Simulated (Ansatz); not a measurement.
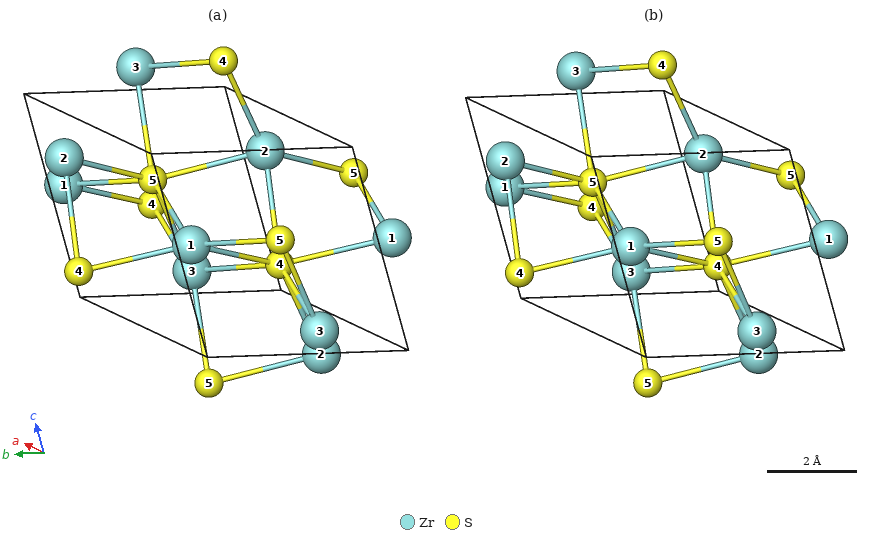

The structure of a crystal of Zr3S2 (set up in R32) before (left) and after (right) a relaxation, at one scale.

The picture is a ball-and-stick view of the cell of the calculation, seen from a free direction.

Level of theory: Ansatz, DFT PBEsol, scalar-relativistic, plane waves, PAW. Set-up: plane-wave cutoff 420 eV; k-point mesh 12 × 12 × 12; occupations gaussian; smearing width 0.1 eV; no spin polarisation; cell and atoms relaxed; force threshold 0.005 eV/Å; at most 80 steps.

Summarise the run.

Answer. No atom moves by more than 0.005 Å relative to the cell. The volume changes by −4.1 %, with a = b = c 4.837 → 4.768 Å (−1.4 %). Among the contacts that change: Zr1–Zr2 3.488 → 3.435 Å, Zr1–Zr2 (another image) 3.406 → 3.356 Å, Zr1–Zr2 (another image) 3.325 → 3.284 Å, Zr1–S4 2.617 → 2.578 Å. The space group stays R32 (No. 155). After 2 accepted moves (4 points after the start) the energy has fallen by 14.0 meV per atom. Largest force component: 0.14 eV/Å at the start, 0.0046 eV/Å at the end. Pressure: −5.10 GPa at the start and −0.03 GPa at the end. The line search rejected the trial step at point 1 of the run. The SCF was repeated once at an unchanged geometry on a basis and grid sized afresh for the cell, which shifted the energy by 0.1 meV per atom at most. The run took 67 s on 2 threads of Intel(R) Xeon(R) 6975P-C (Granite Rapids), with other jobs on the host, peak memory 0.77 GiB.
